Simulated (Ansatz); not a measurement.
**Al2Cu: geometry relaxation (part 1 of 2)**

- system: Al2Cu (slab, 21 atoms in the cell)
- method: DFT PBE, scalar-relativistic, plane waves, PAW, no spin polarisation (Ansatz 0.2.0)

The structure derives from an entry of the Crystallography Open Database. The input holds or restrains some coordinates. Forces given for the steps count only the free coordinates. It belongs to a series of runs on one base structure; here: clean surface, atoms relaxed. Figures and captions count atoms from 1; the log counts them from 0 in places.

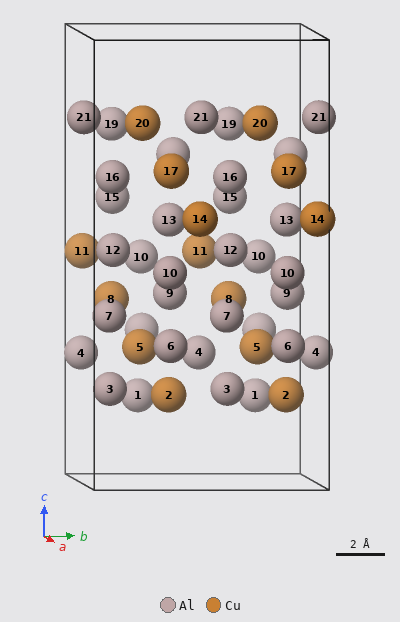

The structure as given in the input (spheres-only view of the 1 × 2 repeat of the cell, with the vacuum cut short, seen slightly off an axis; atoms are numbered from 1 in the order of the input). An atom can appear more than once, as a periodic image.

**Key numbers**

```csv
quantity,value
outcome,converged under the restraints of the input
electrons treated,175
free energy,−53901.3212 eV
"work function, top face",4.55 eV
"work function, bottom face",4.55 eV
Fermi energy,2.037 eV
gap on the k-point mesh,none (metallic)
final volume,710.81 Å³
work function (upper face),4.55 eV
"largest force (length of the vector) at the end, held atoms and coordinates included",0.392 eV/Å
hardware,"2 threads of Intel Xeon (Granite Rapids), 32 GiB of memory available, shared host"
wall time,5.1 min (CPU time 10 min)
peak memory,2 GiB
```

**Input**
```yaml
crystal:
  lattice:
    - [4.93462529, 0.0, 0.0]
    - [1.20501191, 4.7852349, 0.0]
    - [0.0, 0.0, 30.1020539942]
  atoms:
    - { symbol: Al, position: [0.24167257, 0.55787257, 0.29898292] }
    - { symbol: Cu, position: [0.70559859, 0.70559859, 0.31058759] }
    - { symbol: Al, position: [0.8533246, 0.1695246, 0.32219225] }
    - { symbol: Al, position: [0.36160497, 0.04540497, 0.36212039] }
    - { symbol: Cu, position: [0.50933098, 0.50933098, 0.37372506] }
    - { symbol: Al, position: [0.97325699, 0.65705699, 0.38532973] }
    - { symbol: Al, position: [0.84913736, 0.16533736, 0.42525786] }
    - { symbol: Cu, position: [0.31306337, 0.31306337, 0.43686253] }
    - { symbol: Al, position: [0.46078938, 0.77698938, 0.4484672] }
    - { symbol: Al, position: [0.96906975, 0.65286975, 0.48839533] }
    - { symbol: Cu, position: [0.11679576, 0.11679576, 0.5] }
    - { symbol: Al, position: [0.58072177, 0.26452177, 0.51160467] }
    - { symbol: Al, position: [0.45660214, 0.77280214, 0.5515328] }
    - { symbol: Cu, position: [0.92052815, 0.92052815, 0.56313747] }
    - { symbol: Al, position: [0.06825417, 0.38445417, 0.57474214] }
    - { symbol: Al, position: [0.57653453, 0.26033453, 0.61467027] }
    - { symbol: Cu, position: [0.72426054, 0.72426054, 0.62627494] }
    - { symbol: Al, position: [0.18818656, 0.87198656, 0.63787961] }
    - { symbol: Al, position: [0.06406692, 0.38026692, 0.67780775] }
    - { symbol: Cu, position: [0.52799294, 0.52799294, 0.68941241] }
    - { symbol: Al, position: [0.67571895, 0.99191895, 0.70101708] }
basis:
  ecutwfc: 420.0
  fft_grid_basis: typed
kpoints:
  mp_grid: { grid: [6, 6, 1] }
hamiltonian:
  xc: pbe
  pseudopotentials: { kind: paw }
scf:
  occupations: { method: gaussian, width: 0.1 }
output:
  forces: true
  eigenvalues: true
efield:
  axis: 3
  dipole_correction: true
  ramp_width: 0.04
relax:
  adjacent_minimum: "off"
  f_tol: 0.04
  max_steps: 40
  constraints: [{ sites: [0, 1, 2, 3, 4, 5, 6, 7, 8, 9] }]
```

Command:
```bash
ansatz run input.yaml --threads 2 --pin off --max-ram 4423MiB --backend cpu --events-out ev --progress --plain --runs-dir out
```

**What the program printed**
```
Engine: ansatz 0.2.0, x86_64-unknown-linux-gnu
Pseudopotentials: kind: paw
Pseudopotential: Al, paw, valence charge 3, recommended cutoff 420 eV (normal), Al.paw.azcp
Pseudopotential: Cu, paw, valence charge 19, recommended cutoff 420 eV (normal), Cu.paw.azcp
Functional definition: PBE
  parameter kappa = 0.804
  parameter beta = 0.06672455060314922
  exchange = pbe_x(kappa = kappa, mu = beta*pi^2/3)
  correlation = pbe_c(beta = beta)
Crystal: 21 atoms, lattice volume = 710.810 Å³
Basis set: ecut = 420 eV, 13831 PW (Γ), exchange–correlation on 72×72×432 points (8 copies of the dense FFT grid, shifted against one another)
Bands: 109, of which v1, the nominal top of the filled ones, is band 88 counted from 1 (87 counted from 0)
Symmetry: 1 space group operations
k-points: 20 of 36 (time reversal used)
Non-local potential: Al, projectors of the file, l = 0: 2, l = 1: 2, l = 2: 1
Non-local potential: Cu, projectors of the file, l = 0: 3, l = 1: 2, l = 2: 3, l = 3: 1
PAW form: soft (Blöchl's): semilocal exchange-correlation on the pseudo side does not see the compensation charge
PAW one-centre angular grid: Al, 110 points (default); XC on 64 Gauss nodes
PAW one-centre angular grid: Cu, 590 points (default); XC on 64 Gauss nodes
Initial density: superposition of atomic densities (neutral atoms: chi_scale 0, normalization atom), corrected by the library's trained network
Initial wavefunctions: pseudopotential atomic-orbital guess
Functional: x = pbe(κ = 0.804, μ = 0.2195149727645171), c = pbe(β = 0.06672455060314922)
SCF iter   1: F=—  HF=-53901.241579 eV  |F-HF|=—  |Δ(HF+E_count)|=         —  Δρ=2.97e-3  dr2=3.21e-1  ethr=1.77e-3  p=0.000 e·Å  D=1.25e-10 V/Å  ΔV_dip=-0.00 eV  dr2_dipole=5.44e-7  V_vac-E_F(+/−)=4.46/4.46 eV  ⟨swp⟩=8.2  Hψ=9940  notcnv=0  defer=40
efield: sawtooth ramp at fractional position 0.9800 (placed from the atoms, in the widest stretch of the axis that holds none; the zero of the levels goes with the place), width 0.0400; the density the first Hamiltonian is built on has a dipole p = 0.000 e·Å; the dipole correction subtracts the counter field D = 1.25e-10 V/Å, which shifts the + side's vacuum level by -0.00 eV against the − side's; the planar-averaged density in the ramp window peaks in size at 3.4e-6 e/Å³
preconditioner: auto → LDOS  [metal: Δε(μ)=0.016 eV  Ē_g=6.619 eV  σ=0.100 eV  W_gap=0.09  n_scr=124 (ndim 8)  ℏωp=15.2 eV  f_vac=0.493  D(μ)=11.12/eV (n_scr^D=70)  β→1.0]
SCF iter   2: F=—  HF=-53901.256302 eV  |F-HF|=—  |Δ(HF+E_count)|=   1.47e-2  Δρ=3.82e-3  dr2=7.83e-2  ethr=1.84e-4  p=-0.000 e·Å  D=-1.57e-6 V/Å  ΔV_dip=0.00 eV  dr2_dipole=7.89e-8  V_vac-E_F(+/−)=4.55/4.55 eV  ⟨swp⟩=2.2  Hψ=3484  notcnv=0  defer=137
SCF iter   3: F=—  HF=-53901.245781 eV  |F-HF|=—  |Δ(HF+E_count)|=   1.05e-2  Δρ=1.24e-3  dr2=2.47e-2  ethr=4.47e-5  p=-0.000 e·Å  D=-3.58e-7 V/Å  ΔV_dip=0.00 eV  dr2_dipole=2.51e-7  V_vac-E_F(+/−)=4.56/4.56 eV  ⟨swp⟩=2.0  Hψ=2821  notcnv=0  defer=137
SCF iter   4: F=—  HF=-53901.244885 eV  |F-HF|=—  |Δ(HF+E_count)|=   8.96e-4  Δρ=5.88e-4  dr2=5.85e-3  ethr=1.41e-5  p=0.000 e·Å  D=2.16e-6 V/Å  ΔV_dip=-0.00 eV  dr2_dipole=3.01e-9  V_vac-E_F(+/−)=4.56/4.56 eV  ⟨swp⟩=2.0  Hψ=2749  notcnv=0  defer=137
SCF iter   5: F=—  HF=-53901.244744 eV  |F-HF|=—  |Δ(HF+E_count)|=   1.41e-4  Δρ=4.20e-4  dr2=9.21e-4  ethr=3.34e-6  p=-0.000 e·Å  D=-5.26e-7 V/Å  ΔV_dip=0.00 eV  dr2_dipole=7.69e-9  V_vac-E_F(+/−)=4.56/4.56 eV  ⟨swp⟩=2.0  Hψ=2950  notcnv=0  defer=137
SCF iter   6: F=—  HF=-53901.244655 eV  |F-HF|=—  |Δ(HF+E_count)|=   8.91e-5  Δρ=7.20e-5  dr2=8.17e-5  ethr=5.26e-7  p=0.000 e·Å  D=1.46e-7 V/Å  ΔV_dip=-0.00 eV  dr2_dipole=2.28e-9  V_vac-E_F(+/−)=4.56/4.56 eV  ⟨swp⟩=2.5  Hψ=3114  notcnv=0  defer=137
SCF iter   7: F=-53901.244655 eV  HF=-53901.244677 eV  |F-HF|=2.26e-5  |Δ(HF+E_count)|=   2.26e-5  Δρ=5.25e-5  dr2=2.77e-5  ethr=2.29e-8  p=-0.000 e·Å  D=-1.30e-7 V/Å  ΔV_dip=0.00 eV  dr2_dipole=9.39e-11  V_vac-E_F(+/−)=4.56/4.56 eV  ⟨swp⟩=20.0  Hψ=11352  notcnv=0
SCF 1 converged in 7 iterations: F = -53901.244655 eV  dr2 = 2.77e-5
  greatest PAW one-centre occupation: 1.000 electrons in one spin orbital (limit 2), on the Cu atom at site 1 (counted from 0), in its partial waves of l = 0
relax step   1: F+E_penalty+E_count = -53901.24465456 eV  Δ(F+E_penalty+E_count) = +0.000e0 eV  max|allowed force component| = 3.270e-1 eV/Å  Δτ_max = 0.0000 Å  (7 SCF iters, dr2 threshold 4.00e-5 eV, accepted)
Initial density: handed on by an earlier stage of this run
Initial wavefunctions: those handed on with the density
iter 1 solved again at ethr=4.76e-6 eV; its pass at ethr=3.10e-3 eV (dr2=8.33e-3 eV) is discarded
SCF iter   1: F=—  HF=-53901.279650 eV  |F-HF|=—  |Δ(HF+E_count)|=         —  Δρ=1.23e-3  dr2=1.13e-2  ethr=4.76e-6  p=-0.000 e·Å  D=-3.07e-7 V/Å  ΔV_dip=0.00 eV  dr2_dipole=1.72e-3  V_vac-E_F(+/−)=4.57/4.57 eV  ⟨swp⟩=3.0  Hψ=6663  notcnv=0  defer=275
efield: sawtooth ramp at fractional position 0.9800 (handed on by an earlier solve), width 0.0400; the density the first Hamiltonian is built on has a dipole p = -0.000 e·Å; the dipole correction subtracts the counter field D = -3.07e-7 V/Å, which shifts the + side's vacuum level by +0.00 eV against the − side's; the planar-averaged density in the ramp window peaks in size at 1.7e-6 e/Å³
preconditioner: auto → LDOS  [metal: Δε(μ)=0.010 eV  Ē_g=6.602 eV  σ=0.100 eV  W_gap=0.05  n_scr=124 (ndim 8)  ℏωp=15.2 eV  f_vac=0.494  D(μ)=11.27/eV (n_scr^D=70)  β→1.0]
SCF iter   2: F=—  HF=-53901.278749 eV  |F-HF|=—  |Δ(HF+E_count)|=   9.00e-4  Δρ=1.49e-3  dr2=1.09e-2  ethr=4.76e-6  p=-0.001 e·Å  D=-2.17e-4 V/Å  ΔV_dip=0.01 eV  dr2_dipole=2.46e-4  V_vac-E_F(+/−)=4.57/4.56 eV  ⟨swp⟩=2.0  Hψ=3566  notcnv=0  defer=275
SCF iter   3: F=—  HF=-53901.277818 eV  |F-HF|=—  |Δ(HF+E_count)|=   9.31e-4  Δρ=1.16e-3  dr2=5.62e-3  ethr=4.76e-6  p=-0.001 e·Å  D=-1.94e-4 V/Å  ΔV_dip=0.01 eV  dr2_dipole=1.21e-5  V_vac-E_F(+/−)=4.57/4.56 eV  ⟨swp⟩=2.0  Hψ=3583  notcnv=0  defer=275
SCF iter   4: F=—  HF=-53901.277120 eV  |F-HF|=—  |Δ(HF+E_count)|=   6.98e-4  Δρ=3.40e-4  dr2=5.73e-4  ethr=3.21e-6  p=-0.001 e·Å  D=-2.63e-4 V/Å  ΔV_dip=0.01 eV  dr2_dipole=2.55e-5  V_vac-E_F(+/−)=4.57/4.56 eV  ⟨swp⟩=2.0  Hψ=2555  notcnv=0  defer=275
SCF iter   5: F=—  HF=-53901.277044 eV  |F-HF|=—  |Δ(HF+E_count)|=   7.60e-5  Δρ=1.18e-4  dr2=8.03e-5  ethr=3.27e-7  p=-0.001 e·Å  D=-2.80e-4 V/Å  ΔV_dip=0.01 eV  dr2_dipole=8.02e-6  V_vac-E_F(+/−)=4.57/4.56 eV  ⟨swp⟩=2.0  Hψ=3238  notcnv=0  defer=275
SCF iter   6: F=—  HF=-53901.277037 eV  |F-HF|=—  |Δ(HF+E_count)|=   7.60e-6  Δρ=5.73e-5  dr2=2.33e-5  ethr=4.59e-8  p=-0.001 e·Å  D=-2.83e-4 V/Å  ΔV_dip=0.01 eV  dr2_dipole=2.85e-6  V_vac-E_F(+/−)=4.57/4.56 eV  ⟨swp⟩=2.4  Hψ=3619  notcnv=0  defer=275
SCF iter   7: F=-53901.277033 eV  HF=-53901.277036 eV  |F-HF|=2.69e-6  |Δ(HF+E_count)|=   7.42e-7  Δρ=1.44e-5  dr2=2.83e-6  ethr=3.82e-9  p=-0.001 e·Å  D=-2.86e-4 V/Å  ΔV_dip=0.01 eV  dr2_dipole=6.25e-7  V_vac-E_F(+/−)=4.57/4.56 eV  ⟨swp⟩=15.3  Hψ=11772  notcnv=0
SCF 2 converged in 7 iterations: F = -53901.277033 eV  dr2 = 2.83e-6
[... from here on the iterations of each SCF are left out, up to the last one ...]
relax step   2: F+E_penalty+E_count = -53901.27703325 eV  Δ(F+E_penalty+E_count) = -3.238e-2 eV  max|allowed force component| = 1.979e-1 eV/Å  Δτ_max = 0.0900 Å  (7 SCF iters, dr2 threshold 6.68e-6 eV, accepted)
efield: sawtooth ramp at fractional position 0.9800 (handed on by an earlier solve), width 0.0400; the density the first Hamiltonian is built on has a dipole p = -0.001 e·Å; the dipole correction subtracts the counter field D = -2.86e-4 V/Å, which shifts the + side's vacuum level by +0.01 eV against the − side's; the planar-averaged density in the ramp window peaks in size at 1.8e-6 e/Å³
preconditioner: auto → LDOS  [metal: Δε(μ)=0.009 eV  Ē_g=6.612 eV  σ=0.100 eV  W_gap=0.05  n_scr=124 (ndim 8)  ℏωp=15.2 eV  f_vac=0.495  D(μ)=11.35/eV (n_scr^D=70)  β→1.0]
SCF 3 converged in 9 iterations: F = -53901.301156 eV  dr2 = 4.34e-7
relax step   3: F+E_penalty+E_count = -53901.30115590 eV  Δ(F+E_penalty+E_count) = -2.412e-2 eV  max|allowed force component| = 9.226e-2 eV/Å  Δτ_max = 0.1780 Å  (9 SCF iters, dr2 threshold 2.45e-6 eV, accepted)
efield: sawtooth ramp at fractional position 0.9800 (handed on by an earlier solve), width 0.0400; the density the first Hamiltonian is built on has a dipole p = -0.001 e·Å; the dipole correction subtracts the counter field D = -2.13e-4 V/Å, which shifts the + side's vacuum level by +0.01 eV against the − side's; the planar-averaged density in the ramp window peaks in size at 1.9e-6 e/Å³
preconditioner: auto → LDOS  [metal: Δε(μ)=0.006 eV  Ē_g=6.624 eV  σ=0.100 eV  W_gap=0.04  n_scr=124 (ndim 8)  ℏωp=15.2 eV  f_vac=0.495  D(μ)=11.13/eV (n_scr^D=70)  β→1.0]
SCF 4 converged in 8 iterations: F = -53901.316398 eV  dr2 = 1.33e-6
relax step   4: F+E_penalty+E_count = -53901.31639802 eV  Δ(F+E_penalty+E_count) = -1.524e-2 eV  max|allowed force component| = 6.448e-2 eV/Å  Δτ_max = 0.2000 Å  (8 SCF iters, dr2 threshold 1.85e-6 eV, accepted)
efield: sawtooth ramp at fractional position 0.9800 (handed on by an earlier solve), width 0.0400; the density the first Hamiltonian is built on has a dipole p = -0.001 e·Å; the dipole correction subtracts the counter field D = -3.47e-4 V/Å, which shifts the + side's vacuum level by +0.01 eV against the − side's; the planar-averaged density in the ramp window peaks in size at 1.9e-6 e/Å³
preconditioner: auto → LDOS  [metal: Δε(μ)=0.019 eV  Ē_g=6.628 eV  σ=0.100 eV  W_gap=0.11  n_scr=124 (ndim 8)  ℏωp=15.2 eV  f_vac=0.495  D(μ)=11.00/eV (n_scr^D=62)  β→1.0]
SCF 5 converged in 10 iterations: F = -53901.317719 eV  dr2 = 1.80e-8
relax step   5: F+E_penalty+E_count = -53901.31771921 eV  Δ(F+E_penalty+E_count) = -1.321e-3 eV  max|allowed force component| = 8.313e-2 eV/Å  Δτ_max = 0.1731 Å  (10 SCF iters, accepted)
efield: sawtooth ramp at fractional position 0.9800 (handed on by an earlier solve), width 0.0400; the density the first Hamiltonian is built on has a dipole p = -0.001 e·Å; the dipole correction subtracts the counter field D = -2.39e-4 V/Å, which shifts the + side's vacuum level by +0.01 eV against the − side's; the planar-averaged density in the ramp window peaks in size at 1.9e-6 e/Å³
preconditioner: auto → LDOS  [metal: Δε(μ)=0.009 eV  Ē_g=6.631 eV  σ=0.100 eV  W_gap=0.05  n_scr=124 (ndim 8)  ℏωp=15.2 eV  f_vac=0.495  D(μ)=11.22/eV (n_scr^D=70)  β→1.0]
SCF 6 converged in 7 iterations: F = -53901.321221 eV  dr2 = 1.08e-6
relax step   6: F+E_penalty+E_count = -53901.32122115 eV  Δ(F+E_penalty+E_count) = -3.502e-3 eV  max|allowed force component| = 1.180e-2 eV/Å  Δτ_max = 0.0598 Å  (7 SCF iters, dr2 threshold 3.38e-6 eV, accepted)
iter 1 solved again at ethr=6.88e-10 eV; its pass at ethr=3.10e-3 eV (dr2=1.20e-6 eV) is discarded
SCF iter   1: F=—  HF=-53901.321235 eV  |F-HF|=—  |Δ(HF+E_count)|=         —  Δρ=9.15e-6  dr2=1.21e-6  ethr=6.88e-10  p=-0.000 e·Å  D=-1.23e-4 V/Å  ΔV_dip=0.00 eV  dr2_dipole=3.37e-7  V_vac-E_F(+/−)=4.55/4.54 eV  ⟨swp⟩=1.0  Hψ=5200  notcnv=0
efield: sawtooth ramp at fractional position 0.9800 (handed on by an earlier solve), width 0.0400; the density the first Hamiltonian is built on has a dipole p = -0.000 e·Å; the dipole correction subtracts the counter field D = -1.23e-4 V/Å, which shifts the + side's vacuum level by +0.00 eV against the − side's; the planar-averaged density in the ramp window peaks in size at 1.9e-6 e/Å³
preconditioner: auto → LDOS  [metal: Δε(μ)=0.012 eV  Ē_g=6.629 eV  σ=0.100 eV  W_gap=0.07  n_scr=124 (ndim 8)  ℏωp=15.2 eV  f_vac=0.495  D(μ)=11.20/eV (n_scr^D=70)  β→1.0]
SCF iter   2: F=—  HF=-53901.321222 eV  |F-HF|=—  |Δ(HF+E_count)|=   1.23e-5  Δρ=1.98e-5  dr2=1.75e-6  ethr=6.88e-10  p=-0.000 e·Å  D=-1.23e-4 V/Å  ΔV_dip=0.00 eV  dr2_dipole=7.04e-9  V_vac-E_F(+/−)=4.55/4.54 eV  ⟨swp⟩=2.0  Hψ=3567  notcnv=0
SCF iter   3: F=—  HF=-53901.321222 eV  |F-HF|=—  |Δ(HF+E_count)|=   1.24e-7  Δρ=1.21e-5  dr2=7.59e-7  ethr=6.88e-10  p=-0.000 e·Å  D=-1.22e-4 V/Å  ΔV_dip=0.00 eV  dr2_dipole=6.50e-8  V_vac-E_F(+/−)=4.55/4.54 eV  ⟨swp⟩=2.0  Hψ=3602  notcnv=0
SCF iter   4: F=—  HF=-53901.321222 eV  |F-HF|=—  |Δ(HF+E_count)|=   4.33e-8  Δρ=4.45e-6  dr2=1.27e-7  ethr=4.34e-10  p=-0.000 e·Å  D=-1.22e-4 V/Å  ΔV_dip=0.00 eV  dr2_dipole=1.67e-8  V_vac-E_F(+/−)=4.55/4.54 eV  ⟨swp⟩=2.0  Hψ=2560  notcnv=0
SCF iter   5: F=-53901.321222 eV  HF=-53901.321222 eV  |F-HF|=2.75e-8  |Δ(HF+E_count)|=   1.61e-9  Δρ=1.97e-6  dr2=2.66e-8  ethr=5.71e-11  p=-0.000 e·Å  D=-1.21e-4 V/Å  ΔV_dip=0.00 eV  dr2_dipole=5.12e-9  V_vac-E_F(+/−)=4.55/4.54 eV  ⟨swp⟩=7.3  Hψ=7725  notcnv=0
SCF 7 converged in 5 iterations: F = -53901.321222 eV  dr2 = 2.66e-8
relax step   7: F+E_penalty+E_count = -53901.32122229 eV  Δ(F+E_penalty+E_count) = -1.135e-6 eV  max|allowed force component| = 1.201e-2 eV/Å  Δτ_max = 0.0000 Å  (5 SCF iters, accepted)
```

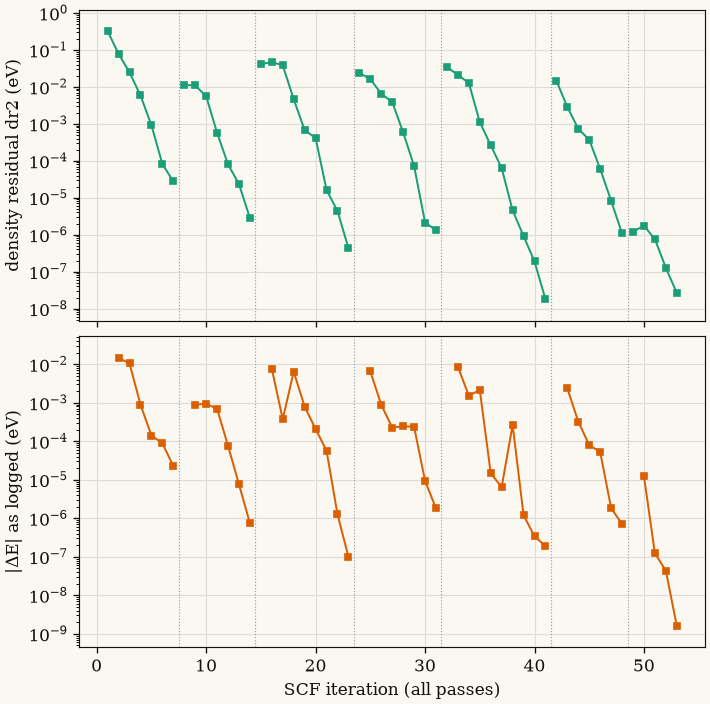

Convergence of the self-consistent field: density residual dr2 and size of the energy change against the SCF iteration. The dotted lines part the SCF passes of the relaxation: geometry steps, rejected trials and re-solves on a re-selected basis. The 7 passes take 5 to 10 iterations each, 53 in all.

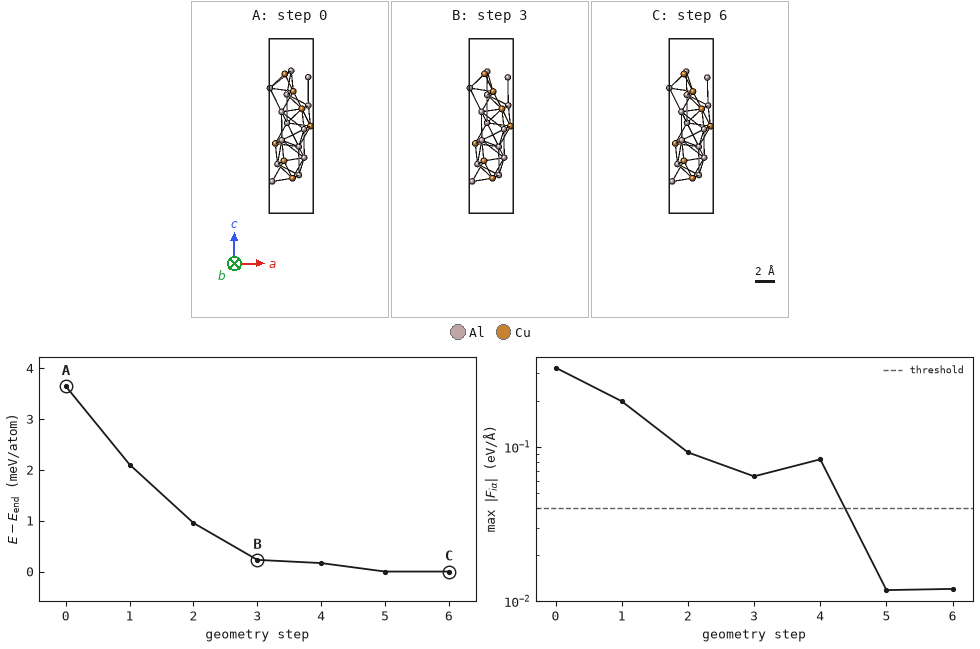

Frames of the restrained relaxation (ball-and-stick view of the cell of the calculation, with the vacuum cut short (origin shifted), along the b axis) above the curves, on which the letters mark them (the first geometry is step 0 here and step 1 in the log).

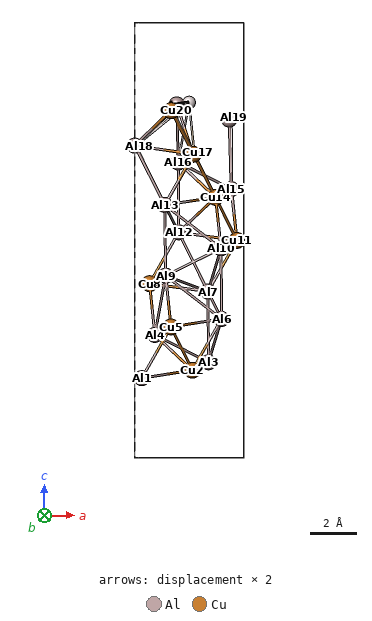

Start (faint) and end (solid) with the displacements as black arrows, magnified 2 times (ball-and-stick view of the cell of the calculation, with the vacuum cut short (origin shifted), along the b axis). Over 6 geometry steps the energy falls by 3.6 meV per atom. Largest force component: 0.33 eV/Å at the start, 0.012 eV/Å at the end. The largest move is that of Al21, 0.56 Å. By element the largest moves are Al 0.56 Å, Cu 0.14 Å. The cell stays as it was. Distances before and after: Al18–Al21 3.232 → 2.840 Å, Al19–Al21 3.232 → 2.854 Å, Cu20–Al21 2.590 → 2.468 Å, Cu17–Cu20 2.439 → 2.512 Å. Among the angles that change: Cu20–Al21–Cu20 144.6° → 163.1°, Al19–Al21–Cu20 94.1° → 108.6°, Al18–Al21–Cu20 94.1° → 105.9°. (Atoms are counted from 1 in the order of the input.)
